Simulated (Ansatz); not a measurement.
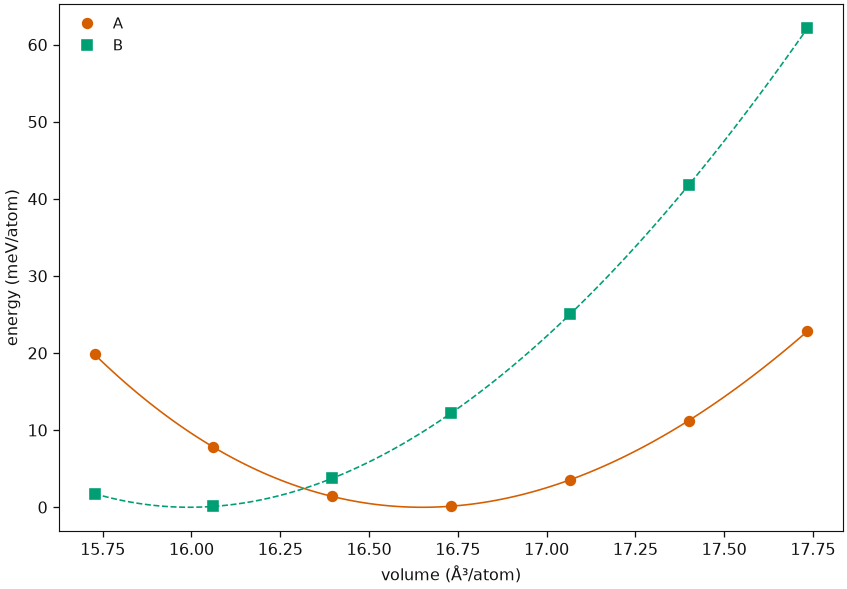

The figure compares two calculations of the energy against volume, each curve from its own zero. The first is for Ti, space group Fm-3m (No. 225).

The cell holds 1 atom.

Calculation (Ansatz 0.2.0): all-electron LAPW DFT, no spin polarisation; energies at scaled volumes of the given cell, shape and fractions fixed, counted from the fit's minimum, third-order Birch-Murnaghan fit. Level: LDA.

- k mesh: 11×11×11
- occupations: Fermi–Dirac
- smearing width: 0.05 eV
- potentials: all electron LAPW, scalar relativistic
- program settings: basis error eV/atom 0.001

In the second, the level changes from LDA to PBEsol.

> Which of A and B is the second calculation, and what did the change do?

A. The equilibrium volume rises from 15.99 to 16.65 Å³/atom (+4.1 %) and the bulk modulus falls from 124 to 114 GPa (−8.1 %).

V0 and the bulk modulus come from third-order Birch–Murnaghan fits.
